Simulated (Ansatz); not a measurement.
## Single-point calculation of PbS

System: PbS (2 atoms in the cell).
Method: DFT PBE, scalar-relativistic, plane waves, PAW, no spin polarisation (Ansatz 0.2.0).

The structure derives from an entry of the Crystallography Open Database. Figures and captions count atoms from 1; the log counts them from 0 in places.

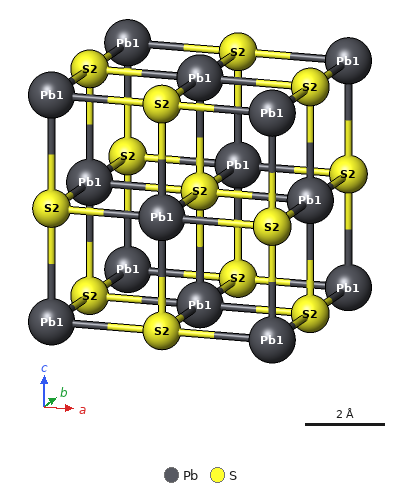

*The input geometry (ball-and-stick view of the cell 4 times as large as that of the calculation, set on its symmetry axes, seen slightly off an axis; atoms are numbered from 1 in the order of the input).*

Key numbers

| quantity | value |
| --- | --- |
| outcome | converged |
| space group (tolerance 0.01 Å) | Fm-3m (225) |
| electrons treated | 20 |
| free energy | −12809.5577 eV |
| Fermi energy | 8.635 eV |
| gap on the k-point mesh | 0.36 eV |
| pressure | 2.23 GPa |
| largest force (length of the vector) | under 0.001 eV/Å |
| hardware | 1 thread of Arm Neoverse V1, 24 GiB of memory available, shared host |
| wall time | 8.4 s |
| peak memory | 0.31 GiB |

Remarks

Spin–orbit coupling is left out, which matters for Pb.

Input file
```yaml
crystal:
  lattice:
    - [0.0, 2.96575, 2.96575]
    - [2.96575, 0.0, 2.96575]
    - [2.96575, 2.96575, 0.0]
  atoms:
    - { symbol: Pb, position: [0.0, 0.0, 0.0] }
    - { symbol: S, position: [0.5, 0.5, 0.5] }
basis:
  ecutwfc: 420
  fft_grid_basis: typed
kpoints:
  mp_grid: { grid: [8, 8, 8] }
hamiltonian:
  xc: pbe
scf:
  occupations: { method: gaussian, width: 0.05 }
output:
  forces: true
  stress: true
  eigenvalues: true
  bader: true
  write_density: true
  volumetric_format: npy
  elf: true
```

Launched with:
```bash
ansatz run input.yaml --threads 1 --pin off --max-ram 2560MiB --backend cpu --events-out ev --progress --plain --runs-dir out
```

Log
```
Engine: ansatz 0.2.0, aarch64-unknown-linux-gnu
Pseudopotentials: kind: paw
Pseudopotential: Pb, paw, valence charge 14, recommended cutoff 420 eV (normal), Pb.paw.azcp
Pseudopotential: S, paw, valence charge 6, recommended cutoff 420 eV (normal), S.paw.azcp
Functional definition: PBE
  parameter kappa = 0.804
  parameter beta = 0.06672455060314922
  exchange = pbe_x(kappa = kappa, mu = beta*pi^2/3)
  correlation = pbe_c(beta = beta)
Crystal: 2 atoms, lattice volume = 52.172 Å³
Basis set: ecut = 420 eV, 965 PW (Γ), exchange–correlation on 60×60×60 points (8 copies of the dense FFT grid, shifted against one another)
Bands: 14, of which v1, the nominal top of the filled ones, is band 10 counted from 1 (9 counted from 0)
Symmetry: 48 space group operations
Space group: Fm-3m (ITA 225), of the structure as read, at distance tolerance 3.7e-5 Å
k-points: 29 of 512
Non-local potential: Pb, projectors of the file, l = 0: 2, l = 1: 2, l = 2: 2, l = 3: 2
Non-local potential: S, projectors of the file, l = 0: 2, l = 1: 2, l = 2: 2
PAW form: soft (Blöchl's): semilocal exchange-correlation on the pseudo side does not see the compensation charge
PAW one-centre angular grid: Pb, 590 points (default); XC on 64 Gauss nodes
PAW one-centre angular grid: S, 110 points (default); XC on 64 Gauss nodes
Initial density: superposition of atomic densities (neutral atoms: chi_scale 0, normalization atom), corrected by the library's trained network
Initial wavefunctions: pseudopotential atomic-orbital guess
Functional: x = pbe(κ = 0.804, μ = 0.2195149727645171), c = pbe(β = 0.06672455060314922)
SCF iter   1: F=—  HF=-12809.558964 eV  |F-HF|=—  |Δ(HF+E_count)|=         —  Δρ=9.26e-4  dr2=6.80e-4  ethr=1.77e-3  ⟨swp⟩=6.3  Hψ=2397  notcnv=0
preconditioner: auto → none  [insulator: Δε(μ)=0.364 eV  Ē_g=15.461 eV  σ=0.050 eV  W_gap=1.00  n_scr=14 (ndim 8)  ℏωp=23.0 eV  f_vac=0.000  D(μ)=0.00/eV (n_scr^D=0)  ε∞_Penn≈3.2]
SCF iter   2: F=—  HF=-12809.557662 eV  |F-HF|=—  |Δ(HF+E_count)|=   1.30e-3  Δρ=4.97e-4  dr2=1.44e-4  ethr=3.40e-6  ⟨swp⟩=2.0  Hψ=937  notcnv=0
SCF iter   3: F=—  HF=-12809.557662 eV  |F-HF|=—  |Δ(HF+E_count)|=   4.30e-8  Δρ=1.85e-4  dr2=1.94e-5  ethr=7.20e-7  ⟨swp⟩=2.6  Hψ=732  notcnv=0
SCF iter   4: F=—  HF=-12809.557667 eV  |F-HF|=—  |Δ(HF+E_count)|=   4.90e-6  Δρ=4.49e-5  dr2=1.01e-6  ethr=9.72e-8  ⟨swp⟩=2.1  Hψ=534  notcnv=0
iter 5 did not close the SCF: its close was put off for the readings that it lacked (scf_convergence_deferred on its scf_iter line)
SCF iter   5: F=-12809.557667 eV  HF=-12809.557667 eV  |F-HF|=1.48e-8  |Δ(HF+E_count)|=   4.62e-9  Δρ=6.48e-6  dr2=2.16e-8  ethr=5.03e-9  ⟨swp⟩=2.0  Hψ=694  notcnv=0
SCF iter   6: F=-12809.557667 eV  HF=-12809.557667 eV  |F-HF|=2.33e-10  |Δ(HF+E_count)|=   4.18e-9  Δρ=7.39e-7  dr2=2.81e-10  ethr=1.08e-10  ⟨swp⟩=2.7  Hψ=1705  notcnv=0
SCF 1 converged in 6 iterations: F = -12809.557667 eV  dr2 = 2.81e-10
  greatest PAW one-centre occupation: 0.982 electrons in one spin orbital (limit 2), on the Pb atom at site 0 (counted from 0), in its partial waves of l = 2
SCF converged after 6 iterations
Free energy (F): -12809.557667 eV
Harris-Foulkes:  -12809.557667 eV  (|F-HF|=2.33e-10)
Internal energy: -12809.557667 eV  (E = F + TS)
E sigma→0 (E₀):  -12809.557667 eV
Fermi energy:    8.634708 eV
--- Per-component energies (eV) ---
  E_band       = -55.210446
  E_kinetic    = 393.744765
  E_local      = -1221.450075  (includes V_loc(G=0)·N_el)
  E_nonlocal   = 378.544290
  E_hartree    = 474.953168
  E_xc         = -318.621217
  E_vxc        = -220.607886  (∫ρ·V_xc dr)
  E_paw        = -11003.372247  (= ΣΔE_a)
  E_vpaw       = -335.348624  (= ΣTr[D̂ρ^β])
  E_aug_tail   = 0.000052  (compensation charges beyond the density's cutoff)
  E_ewald      = -1513.356403
  E_smearing   = -0.000000  (= −TS)
  E_closure    = 0.000000  (closes the sum)
  Σ components = -12809.557667   (vs F -12809.557667, Δ=0.00e0)
--- Forces (eV/Å), atoms counted from 1 ---
  atom   1  Pb    -0.00000000     0.00000000    -0.00000000
  atom   2  S      0.00000000     0.00000000     0.00000000
  max |Σ_I F_I| component: 6.31e-30 eV/Å
--- Stress (GPa, compression-positive) ---
        2.229502       0.000000       0.000000
       -0.000000       2.229502       0.000000
       -0.000000      -0.000000       2.229502
  P = ⅓ Tr σ = 2.2295 GPa (22.295 kbar)
--- Band table (eV; the first three rows and the last of 29) ---
  k-point 0: bands = ["-8.3803", "-8.3803", "-8.3803", "-8.3644", "-8.3644", "-5.1479", "2.4237", "6.2747", "6.2747", "6.2747", "13.6655", "13.6655", "13.6655", "15.1495"]
  k-point 1: bands = ["-8.3796", "-8.3774", "-8.3774", "-8.3651", "-8.3651", "-5.0149", "1.9690", "6.3165", "6.3165", "6.6164", "12.4366", "12.8774", "12.8774", "15.1194"]
  k-point 2: bands = ["-8.3838", "-8.3838", "-8.3782", "-8.3535", "-8.3535", "-4.6454", "0.9963", "6.4352", "6.4352", "7.2813", "10.8067", "11.6648", "11.6648", "15.3049"]
  k-point 28: bands = ["-8.4748", "-8.3638", "-8.3638", "-8.3630", "-8.3194", "-3.4369", "0.5140", "4.0215", "4.0215", "7.4235", "10.6392", "13.1104", "13.1104", "16.5995"]
--- Bader charges: 2 sites ---
  site symbol  charge [e]  shift [e]
     0     Pb      0.9968     0.0000
     1      S     -0.9968     0.0000
  estimated error of the sums over rays = 2.1e-4 e
```

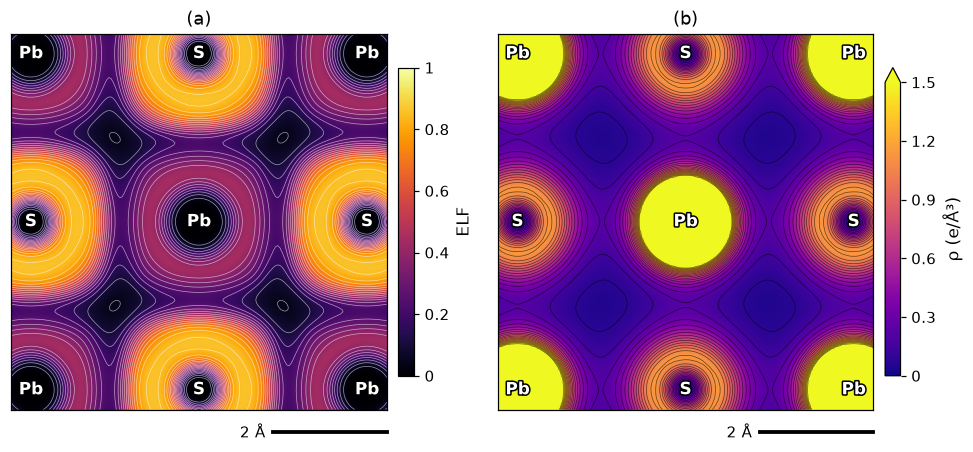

*(a) electron localisation function; (b) valence electron density on the (100) plane of the conventional cell.*

The plane passes through Pb and S nuclei. Pb–S (2.97 Å): ρ at the midpoint is about 0.22 e/Å³; the ELF peaks at about 0.85 in the valence shell of S, 0.8 Å from its nucleus, and drops to about 0.20 between the two atoms. Away from the nuclei the density in this plane falls to 0.05 e/Å³ at its lowest. In a PAW calculation such maps are meaningful between the atoms, not at the nuclei.

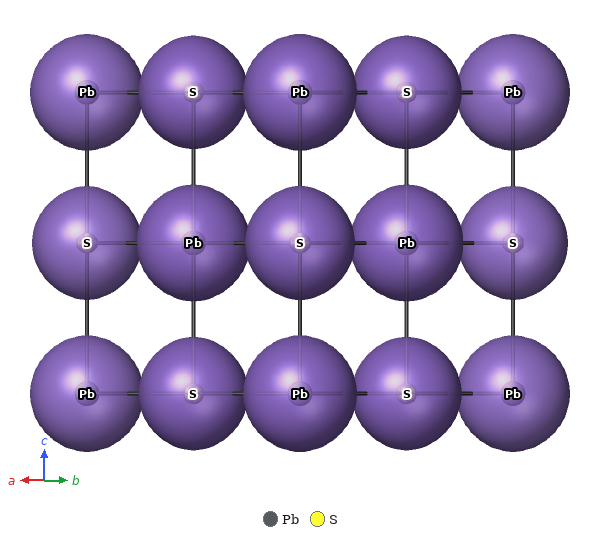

*Isosurface of the valence electron density at 0.4 e/Å³ (purple), seen along [110]. Sticks mark near contacts. The outline is the cell set on symmetry axes.*

At this value the density breaks into separate islands; it holds about 75 % of the electrons treated as valence (semicore included). It is pinched off along the Pb–S (2.97 Å) contacts. On the grid the lowest density along these lines, outside the cores, is 0.22 e/Å³ (Pb–S, 2.97 Å).
